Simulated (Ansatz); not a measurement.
## Energy of Al3Ni2 along a strain of the cell

System: Al3Ni2 (P-3m1, 5 atoms in the cell).
Method: DFT PBEsol, scalar-relativistic, plane waves, PAW, no spin polarisation (Ansatz 0.2.0).

The 5 runs differ only in the geometry, by a strain of the cell at fixed fractional positions. Against run 3, the strain is εxx = η and εyy = η. The structure derives from a Materials Project entry.

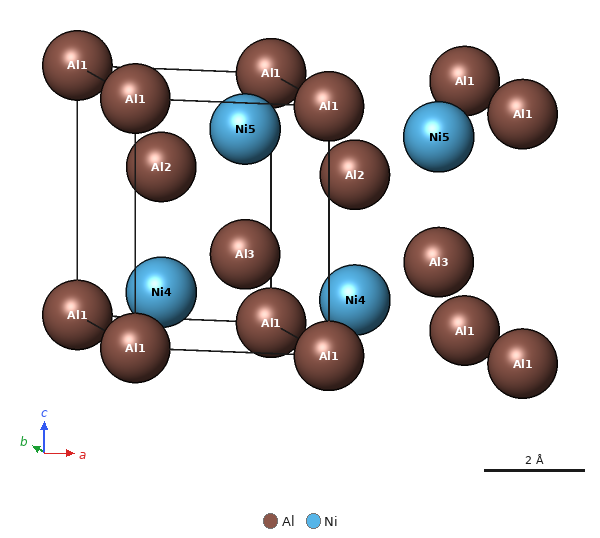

Figure 1. The structure of run 3 (spheres-only view of the cell of the calculation, repeated 2 × 1 × 1, seen slightly off an axis; atoms are numbered from 1 in the order of the input).

**Input of run 3**
```yaml
crystal:
  lattice:
    - [4.0031396433, 0.0, 0.0]
    - [-2.0015698216, 3.466820626, 0.0]
    - [0.0, 0.0, 5.1024378412]
  atoms:
    - { symbol: Al, position: [0.0, 0.0, 0.0] }
    - { symbol: Al, position: [0.3333333333, 0.6666666667, 0.6477829059] }
    - { symbol: Al, position: [0.6666666667, 0.3333333333, 0.3522170941] }
    - { symbol: Ni, position: [0.3333333333, 0.6666666667, 0.1455709067] }
    - { symbol: Ni, position: [0.6666666667, 0.3333333333, 0.8544290933] }
basis:
  ecutwfc: 420
kpoints:
  mp_grid: { grid: [12, 12, 10] }
hamiltonian:
  xc: pbesol
scf:
  occupations: { method: gaussian, width: 0.15 }
output:
  forces: true
  stress: true
  eigenvalues: true
```

Command:
```bash
ansatz run input.yaml --threads 2 --pin off --max-ram 5120MiB --backend cpu --events-out ev --progress --plain --runs-dir out
```

Run 4 differs from it as follows:
```diff
-    - [4.0031396433, 0.0, 0.0]
-    - [-2.0015698216, 3.466820626, 0.0]
+    - [4.1032181344, 0.0, 0.0]
+    - [-2.0516090672, 3.5534911417, 0.0]
```

**Results, with one run withheld**

| run | strain parameter η (%) | free energy per atom, from the lowest run given (meV) | pressure (GPa) |
| --- | --- | --- | --- |
| 1 | −5.0000 | 49.69 | 9.41 |
| 2 | −2.5000 | 3.76 | 0.55 |
| 3 | 0.0000 | 0.00 | −6.28 |
| 4 | 2.5000 | ? | ? |
| 5 | 5.0000 | 88.16 | −15.31 |

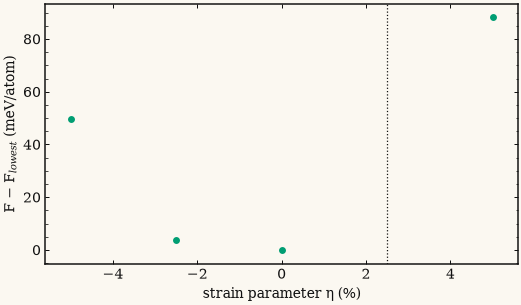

Figure 2. Free energy per atom of the runs given; the dotted line marks run 4.

Estimate the energy of run 4 from the others.

A quadratic polynomial in the coordinate, fitted to the 4 runs given, misses them by at most 2.24 meV per atom. With x = η + 0.6250, it reads F = −3.0572 + 0.44279 x + 2.8131 x² (meV per atom). At run 4 it gives 25.80 meV per atom, and the run itself gives 30.45. The fit has its minimum at η = −0.7037 %. So low a polynomial doesn't follow these energies more closely.

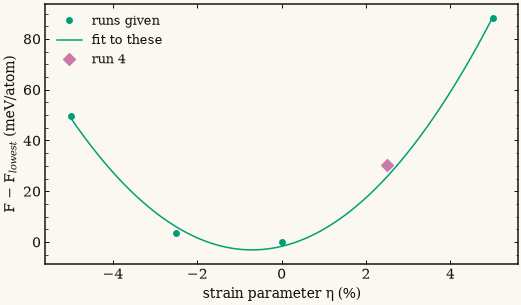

Figure 3. The fit and the withheld run.

**Output, shortened to warnings, some set-up lines, iterations and results (run 4)**
```
Basis set: ecut = 420 eV, 1421 PW (Γ), exchange–correlation on 60×60×72 points (8 copies of the dense FFT grid, shifted against one another)
Symmetry: 12 space group operations
k-points: 162 of 1440
Initial density: superposition of atomic densities (neutral atoms: chi_scale 0, normalization atom), corrected by the library's trained network
[...]
SCF iter   1: F=—  HF=-13186.417643 eV  |F-HF|=—  |Δ(HF+E_count)|=         —  Δρ=1.14e-2  dr2=5.27e-2  ethr=1.77e-3  ⟨swp⟩=5.9  Hψ=20060  notcnv=0
SCF iter   2: F=—  HF=-13186.409723 eV  |F-HF|=—  |Δ(HF+E_count)|=   7.92e-3  Δρ=2.65e-3  dr2=3.27e-3  ethr=1.17e-4  ⟨swp⟩=2.7  Hψ=8893  notcnv=0  defer=10
SCF iter   3: F=—  HF=-13186.409274 eV  |F-HF|=—  |Δ(HF+E_count)|=   4.49e-4  Δρ=7.03e-4  dr2=4.05e-4  ethr=7.26e-6  ⟨swp⟩=1.9  Hψ=6493  notcnv=0  defer=10
SCF iter   4: F=—  HF=-13186.409175 eV  |F-HF|=—  |Δ(HF+E_count)|=   9.89e-5  Δρ=1.36e-4  dr2=2.21e-5  ethr=9.00e-7  ⟨swp⟩=2.2  Hψ=6496  notcnv=0  defer=10
SCF iter   5: F=—  HF=-13186.409190 eV  |F-HF|=—  |Δ(HF+E_count)|=   1.49e-5  Δρ=6.78e-5  dr2=3.10e-6  ethr=4.91e-8  ⟨swp⟩=2.3  Hψ=6851  notcnv=0  defer=10
SCF iter   6: F=—  HF=-13186.409190 eV  |F-HF|=—  |Δ(HF+E_count)|=   1.43e-7  Δρ=3.56e-5  dr2=1.12e-6  ethr=6.90e-9  ⟨swp⟩=2.0  Hψ=6331  notcnv=0  defer=10
SCF iter   7: F=-13186.409190 eV  HF=-13186.409190 eV  |F-HF|=1.05e-7  |Δ(HF+E_count)|=   6.71e-8  Δρ=8.94e-6  dr2=8.96e-8  ethr=2.22e-10  ⟨swp⟩=6.6  Hψ=20791  notcnv=0
SCF 1 converged in 7 iterations: F = -13186.409190 eV  dr2 = 8.96e-8
SCF converged after 7 iterations
Free energy (F): -13186.409190 eV
Harris-Foulkes:  -13186.409190 eV  (|F-HF|=1.05e-7)
Internal energy: -13186.391966 eV  (E = F + TS)
E sigma→0 (E₀):  -13186.400578 eV
Entropy (-TS):   -0.017224 eV (-3.445 meV/atom)
Fermi energy:    9.949153 eV
--- Per-component energies (eV) ---
  E_band       = -810.431448
  E_kinetic    = 636.917828
  E_local      = -10499.759688  (includes V_loc(G=0)·N_el)
  E_nonlocal   = 1303.126585
  E_hartree    = 4559.535571
  E_xc         = -287.215375
  E_vxc        = -306.290893  (∫ρ·V_xc dr)
  E_paw        = -4556.775606  (= ΣΔE_a)
  E_vpaw       = -1063.522696  (= ΣTr[D̂ρ^β])
  E_aug_tail   = 0.000939  (compensation charges beyond the density's cutoff)
  E_ewald      = -4342.674214
  E_core_change = 0.451995  (= ΣΔE_core)
  E_smearing   = -0.017224  (= −TS)
  E_closure    = -0.000000  (closes the sum)
  Σ components = -13186.409190   (vs F -13186.409190, Δ=0.00e0)
--- Forces (eV/Å), atoms counted from 1 ---
  atom   1  Al    -0.00000000     0.00000000     0.00000000
  atom   2  Al    -0.00000000    -0.00000000     0.16053039
  atom   3  Al     0.00000000     0.00000000    -0.16053039
  atom   4  Ni    -0.00000000     0.00000000    -0.05924060
  atom   5  Ni     0.00000000    -0.00000000     0.05924060
  max |Σ_I F_I| component: 9.25e-18 eV/Å
--- Stress (GPa, compression-positive) ---
       -9.960554       0.000000       0.000000
       -0.000000      -9.960554       0.000000
        0.000000       0.000000     -14.459753
  P = ⅓ Tr σ = -11.4603 GPa (-114.603 kbar)
```

Notes: The run has no spin polarisation, so a magnetic state may lie lower.
